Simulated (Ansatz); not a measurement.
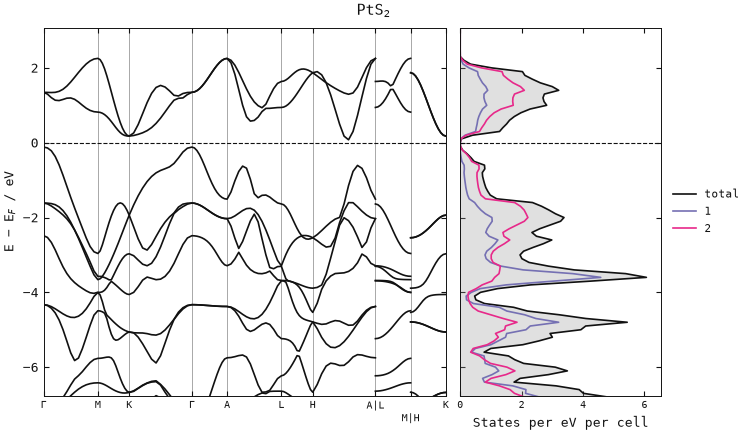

Band structure and density of states. Energies are counted from the Fermi level. The partial curves are projected on Löwdin-orthogonalised atomic shells.

Calculation on PtS₂, space group P-3m1, 3 atoms in the cell.

Method: DFT PBEsol, scalar-relativistic, plane waves, PAW, no spin polarisation, 12×12×8 k mesh, 420 eV cutoff (Ansatz 0.2.0).

> The numbered curves are projections. Which is which? The candidates: Pt 5d, S 3p.

1 is Pt 5d; 2 is S 3p.

> What does the band structure say about the gap?

The material is gapped. The gap along this path is 0.20 eV and indirect, from the valence-band top at Γ to the conduction-band bottom between H and A; the smallest direct gap is 1.07 eV, between H and A.

Spin-orbit coupling is left out, which matters for Pt.
